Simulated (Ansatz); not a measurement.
System: MgO, space group P-6m2 (No. 187).

Structure:
```
Mg O
1.0
     2.93802    0.00000    0.00000
    -1.46901    2.54440    0.00000
     0.00000    0.00000    2.67968
Mg O
1 1
Direct
  0.00000 0.00000 0.00000
  0.33333 0.66667 0.50000
```

Calculation (Ansatz 0.2.0): all-electron LAPW DFT, no spin polarisation; energies at scaled volumes of the given cell, shape and fractions fixed, counted from the fit's minimum, third-order Birch-Murnaghan fit. Level: PBEsol.

| setting | value |
| --- | --- |
| k mesh | 10×10×10 |
| occupations | Fermi–Dirac |
| smearing width | 0.05 eV |
| potentials | all electron LAPW, scalar relativistic |
| program settings | basis error eV/atom 0.001 |

What does the calculation give for the energy against volume? The volume takes the values 9.41, 9.62, 9.82, 10.02, 10.22, 10.42, 10.62 Å³/atom.

A third-order Birch–Murnaghan fit gives V0 = 9.74 Å³/atom, B0 = 146 GPa and B′ = 4.1. The energy is 5.30 meV/atom at volume 9.41 Å³/atom and 30.80 meV/atom at 10.62 Å³/atom; the lowest computed point is at volume 9.82 Å³/atom (0.25 meV/atom), in a single well.

```csv
volume (Å³/atom),energy (meV/atom)
9.41,5.30
9.62,0.77
9.82,0.25
10.02,3.33
10.22,9.65
10.42,18.90
10.62,30.80
```

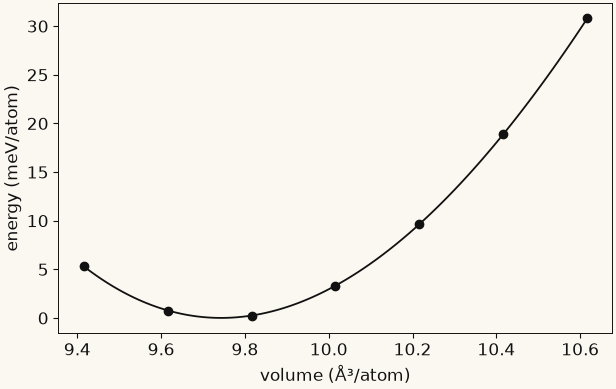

Caveats: shape and atomic fractions are frozen while scaling, which makes layered, chain and framework solids too stiff.
